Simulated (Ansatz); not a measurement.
System: SiO₂, space group I-42d, 6 atoms in the cell, biaxial (xy) strain +3.9%.

```yaml
crystal:
  lattice:
    - [-2.56812, 2.56812, 3.65784]
    - [2.56812, -2.56812, 3.65784]
    - [2.56812, 2.56812, -3.65784]
  atoms:
    - { symbol: Si, position: [0.00000, 0.00000, 0.00000] }
    - { symbol: Si, position: [0.75000, 0.25000, 0.50000] }
    - { symbol: O, position: [0.94093, 0.62500, 0.81593] }
    - { symbol: O, position: [0.37500, 0.19093, 0.31593] }
    - { symbol: O, position: [0.80907, 0.12500, 0.18407] }
    - { symbol: O, position: [0.87500, 0.05907, 0.68407] }
```

Computed with Ansatz 0.2.0: DFT, r2SCAN, plane waves, PAW, no spin polarisation, 8×8×8 k mesh.

What will the density of states look like?

There is a gap; over the k points computed it is 6.27 eV (direct among those points). The upper group of valence states starts about 3.0 eV under the valence-band top, with a gap beneath it; it holds about 16 electrons a cell.

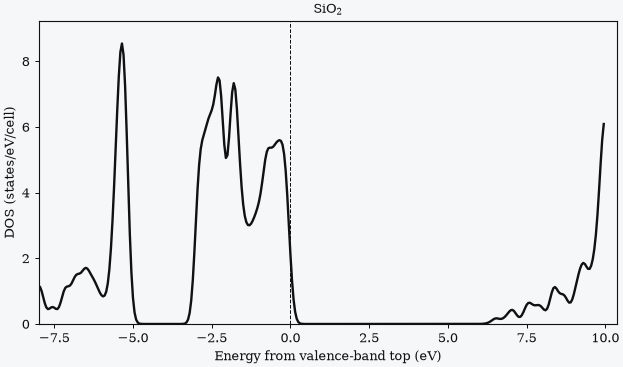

Density of states. Energies are counted from the top of the valence band. The curve is built from the levels of the k mesh with Gaussians 0.3 eV wide, which also blur the band edges.
